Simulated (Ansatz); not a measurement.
Ti2Co: several calculations on one system

**1. Vibrations**

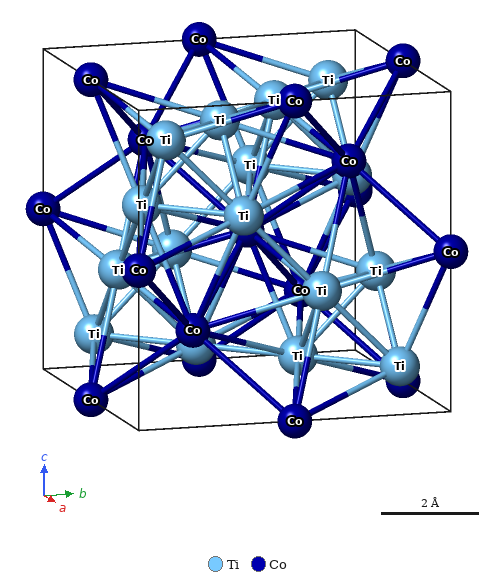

Lattice vibrations of crystalline Ti2Co relaxed at 5 GPa, space group Fd-3m (No. 227), at the zone centre. The picture is a ball-and-stick view of the conventional cell (4 times the calculation's cell), seen slightly off an axis. Lengths and directions refer to the drawn axes.

Method: DFT LDA, scalar-relativistic, plane waves, PAW (Ansatz). (plane-wave cutoff 420 eV; k-point mesh 10 × 10 × 10; occupations gaussian; smearing width 0.2 eV; target pressure 5 GPa; collinear spin)

The frequencies depend somewhat on the k-mesh and the smearing.

Which optical modes does it have, at what frequencies, and is it stable there?

The calculation's cell holds 6 atoms, so there are 15 optical modes, in 6 levels. The optical modes span T₂u + E_u + T₂g + 2T₁u + A₂u. Two levels are unstable (imaginary frequency).

```tsv
level	symmetry	frequency (cm⁻¹)	activity
1	T₂u	155i	silent
2	E_u	116i	silent
3	T₂g	144	Raman-active
4	T₁u	160	infrared-active
5	T₁u	247	infrared-active
6	A₂u	491	silent
```

The crystal is a metal, so free carriers screen the infrared response.

The displacement patterns (one member of each degenerate set):

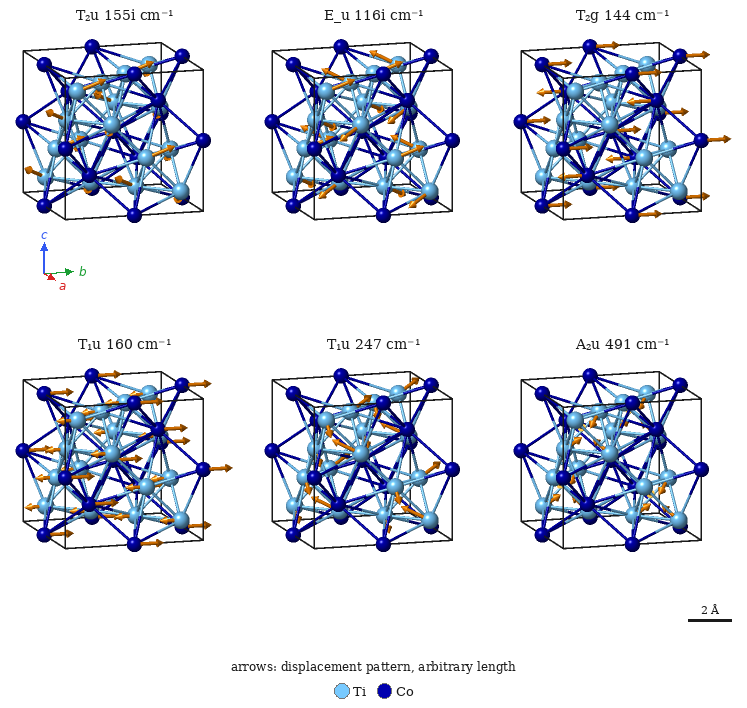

**2. Vibrations**

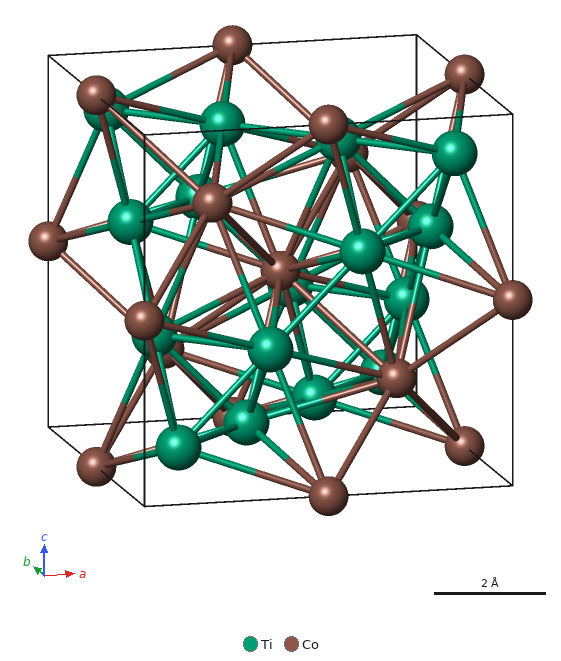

Normal modes of crystalline Ti$_{2}$Co at 1.02 times its rest volume, space group Fd-3m (No. 227), at the zone centre. A ball-and-stick model of the conventional cell (4 times the calculation's cell), seen slightly off an axis. Lengths and directions refer to the drawn axes.

Computed with Ansatz, DFT LDA, scalar-relativistic, plane waves, PAW.

Input
```yaml
crystal:
  lattice:
    - [0.0, 3.4569986538, 3.4569986538]
    - [3.4569986538, 0.0, 3.4569986538]
    - [3.4569986538, 3.4569986538, 0.0]
  atoms:
    - { symbol: Ti, position: [0.125, 0.125, 0.125] }
    - { symbol: Ti, position: [0.625, 0.125, 0.125] }
    - { symbol: Ti, position: [0.125, 0.125, 0.625] }
    - { symbol: Ti, position: [0.125, 0.625, 0.125] }
    - { symbol: Co, position: [0.5, 0.5, 0.5], spin: 0.69 }
    - { symbol: Co, position: [0.75, 0.75, 0.75], spin: 0.69 }
basis:
  ecutwfc: 420
kpoints:
  mp_grid: { grid: [10, 10, 10] }
hamiltonian:
  xc: lda
scf:
  occupations: { method: gaussian, width: 0.2 }
output:
  eigenvalues: true
  populations: true
magnetization:
  spin_polarized: true
phonons:
  method: dfpt
  eigenvectors: true
```

Run as
```bash
ansatz run input.yaml --threads 2 --pin off --max-ram 6144MiB --backend cpu --events-out ev --progress --plain --runs-dir out
```

The frequencies depend somewhat on the k-mesh and the smearing.

Q: Which optical modes does it have, at what frequencies, and is it stable there?

A: The calculation's cell holds 6 atoms, so there are 15 optical modes, in 6 levels. The optical modes span T₂u + E_u + T₂g + 2T₁u + A₂u. Two levels are unstable (imaginary frequency).

```
level  symmetry  frequency (cm⁻¹)         activity
    1       T₂u              149i           silent
    2       E_u              121i           silent
    3       T₂g               118     Raman-active
    4       T₁u               137  infrared-active
    5       T₁u               245  infrared-active
    6       A₂u               456           silent
```

The crystal is a metal, so free carriers screen the infrared response.

The modes drawn as arrows (one member of each degenerate set):

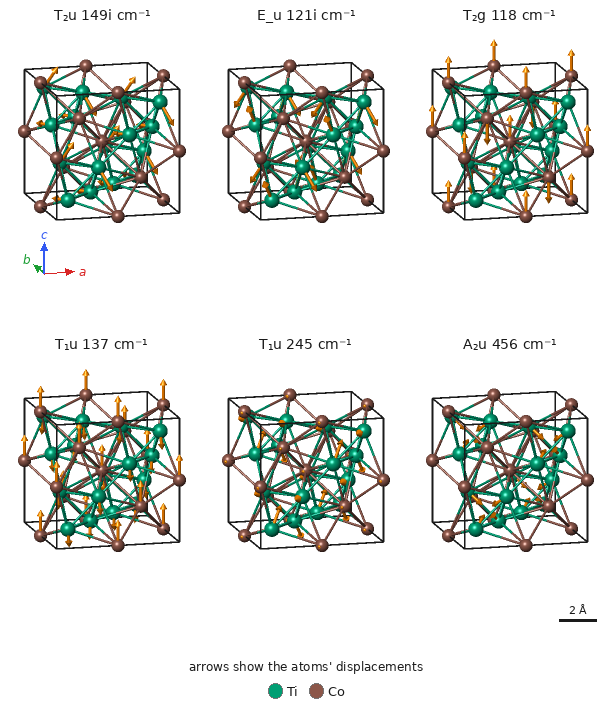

**3. One mode**

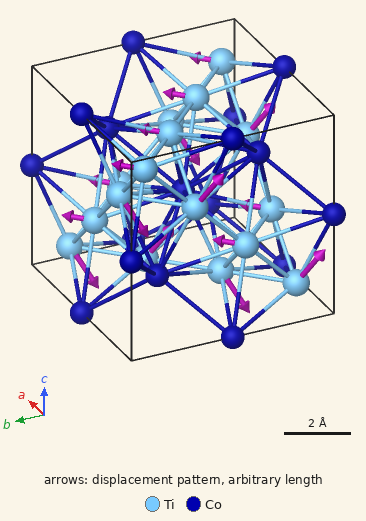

One vibrational mode of solid Ti₂Co at the zone centre. The purple arrows give the relative displacements of the atoms. Style: ball-and-stick. Shown: the conventional cell (4 times the calculation's cell), from a free direction. Lengths and directions refer to the drawn axes.

These are results of DFT LDA, scalar-relativistic, plane waves, PAW in Ansatz 0.2.0, not measurements.

The input:
```yaml
crystal:
  lattice:
    - [0.0, 3.4342545832, 3.4342545832]
    - [3.4342545832, 0.0, 3.4342545832]
    - [3.4342545832, 3.4342545832, 0.0]
  atoms:
    - { symbol: Ti, position: [0.125, 0.125, 0.125] }
    - { symbol: Ti, position: [0.625, 0.125, 0.125] }
    - { symbol: Ti, position: [0.125, 0.125, 0.625] }
    - { symbol: Ti, position: [0.125, 0.625, 0.125] }
    - { symbol: Co, position: [0.5, 0.5, 0.5], spin: 0.58 }
    - { symbol: Co, position: [0.75, 0.75, 0.75], spin: 0.58 }
basis:
  ecutwfc: 420
kpoints:
  mp_grid: { grid: [10, 10, 10] }
hamiltonian:
  xc: lda
scf:
  occupations: { method: gaussian, width: 0.2 }
output:
  eigenvalues: true
  populations: true
magnetization:
  spin_polarized: true
phonons:
  method: dfpt
  eigenvectors: true
```

Launched with:
```bash
ansatz run input.yaml --threads 2 --pin off --max-ram 6144MiB --backend cpu --events-out ev --progress --plain --runs-dir out
```

The frequencies depend somewhat on the k-mesh and the smearing.

Q: What mode is this, and where does it lie in the spectrum?

A: This is the T₂u mode (triply degenerate; one member of the set is drawn) at 4.52i THz, the lowest optical level, silent by symmetry (neither infrared- nor Raman-active). The Co atoms stay at rest; atoms of one kind move against one another, with no net shift of their sublattice. The frequency is imaginary, so the structure is unstable against this distortion. Freezing in the drawn pattern lowers the space group from Fd-3m to Ima2 (No. 46).

**4. Softest mode**

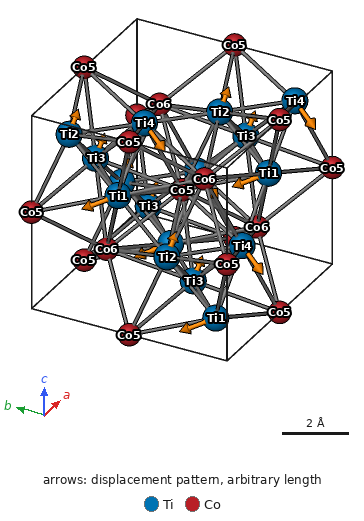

The lowest optical mode of a crystal of Ti₂Co at 0.98 times its rest volume, space group Fd-3m (No. 227), at the zone centre. The orange arrows give the relative displacements of the atoms. Style: ball-and-stick. Shown: the conventional cell (4 times the calculation's cell), from a free direction. Lengths and directions refer to the drawn axes.

All numbers below come from DFT LDA, scalar-relativistic, plane waves, PAW (Ansatz). (plane-wave cutoff 420 eV; k-point mesh 10 × 10 × 10; occupations gaussian; smearing width 0.2 eV; collinear spin)

The frequencies depend somewhat on the k-mesh and the smearing.

Is this crystal at a minimum with respect to the drawn distortion?

Answer. No. This is the T₂u mode (triply degenerate; one member of the set is drawn) at 4.59i THz, the lowest optical level, silent by symmetry (neither infrared- nor Raman-active). The Co atoms stay at rest; atoms of one kind move against one another, with no net shift of their sublattice. The frequency is imaginary, so the structure is unstable against this distortion. Freezing in the drawn pattern lowers the space group from Fd-3m to Ima2 (No. 46). In all, 2 levels are unstable: T₂u 153i cm⁻¹, E_u 118i cm⁻¹.
